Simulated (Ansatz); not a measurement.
System: C.

```
C
1.0
     0.00000    0.00000    8.37362
     2.53896    0.00000    0.00000
     0.00000    4.39761    0.00000
C
16
Direct
  0.84297 0.50000 0.49725
  0.84297 0.00000 0.99725
  0.34297 0.50000 0.49725
  0.34297 0.00000 0.99725
  0.15703 0.50000 0.49725
  0.15703 0.00000 0.99725
  0.65703 0.50000 0.49725
  0.65703 0.00000 0.99725
  0.90553 0.00000 0.33608
  0.90553 0.50000 0.83608
  0.40553 0.50000 0.16942
  0.40553 0.00000 0.66942
  0.09447 0.00000 0.33608
  0.09447 0.50000 0.83608
  0.59447 0.50000 0.16942
  0.59447 0.00000 0.66942
```

Space group Amm2; changed on purpose from its base cell (mode 14 frozen in at -0.012 Å, equal normal strain along x, y and z +0.0083); not relaxed (largest force 0.7 eV/Å); computed pressure about −10 GPa in this cell; PAW files of the earlier set (soft_1).

Computed with Ansatz 0.2.0, DFT PBE, scalar-relativistic, plane waves, PAW.

Predict the valence pseudo-density and electron localisation function between the atoms.

C–C (1.56 Å): ρ is about 1.6 e/Å³ halfway; the ELF peaks at about 0.95 between the atoms; localised, covalent bonding.
C–C (1.56 Å): the density is about 1.6 e/Å³ at the midpoint; the ELF peaks at about 0.95 between the atoms (a shared electron pair).

Metal or insulator at this level of theory?

It is gapped, with a Kohn–Sham gap of 4.4 eV on the k-point mesh, an upper bound to the gap of this method.

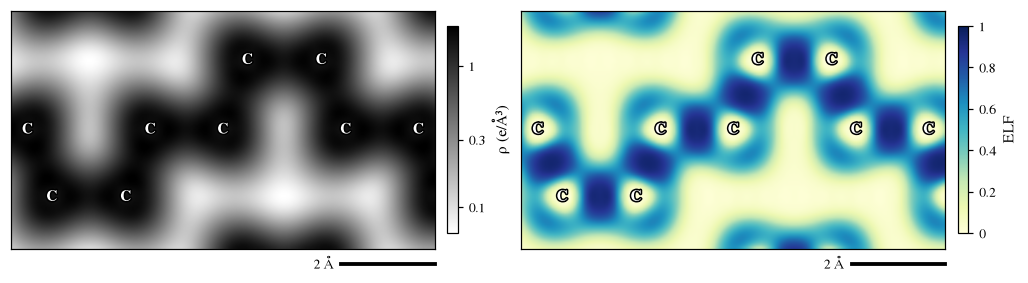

Computed valence pseudo-density and electron localisation function on the (010) plane of the conventional cell, in this order. 
